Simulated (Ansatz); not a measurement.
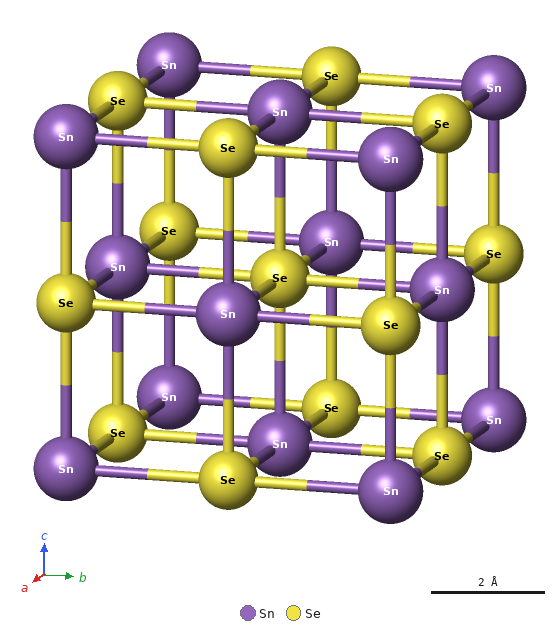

The starting point is solid SnSe (set up in Fm-3m). The picture is a ball-and-stick view of the conventional cell (2 times the calculation's cell), seen slightly off an axis. Lengths and directions refer to the drawn axes.

Theory: DFT PBE, scalar-relativistic, plane waves, PAW in Ansatz 0.2.0. (plane-wave cutoff 420 eV; k-point mesh 8 × 8 × 6; occupations gaussian; smearing width 0.02 eV; no spin polarisation)

The variant: Strain along c alone, −4.5 %, is applied. Symmetry leaves the atoms no freedom, so this is a single point.

What is the effect?

Answer. Among the bonded contacts that change: Se–Sn 3.031 → 2.894 to 3.031 Å. The space group (tolerance 0.01 Å) goes from Fm-3m (No. 225) to I4/mmm (No. 139). It costs 26.0 meV per atom. The pressure goes from 0.0 to 2.7 GPa. The principal stresses (compression positive) are 7.3 GPa along c and 0.4 GPa across it. All forces vanish by symmetry.

Drawn alike, the variant:

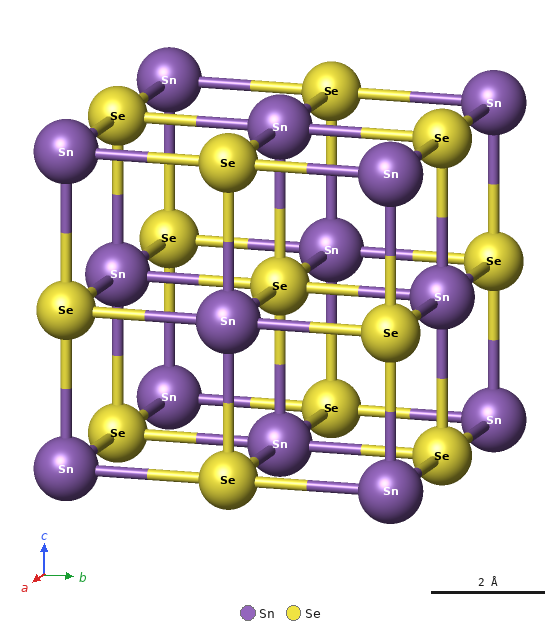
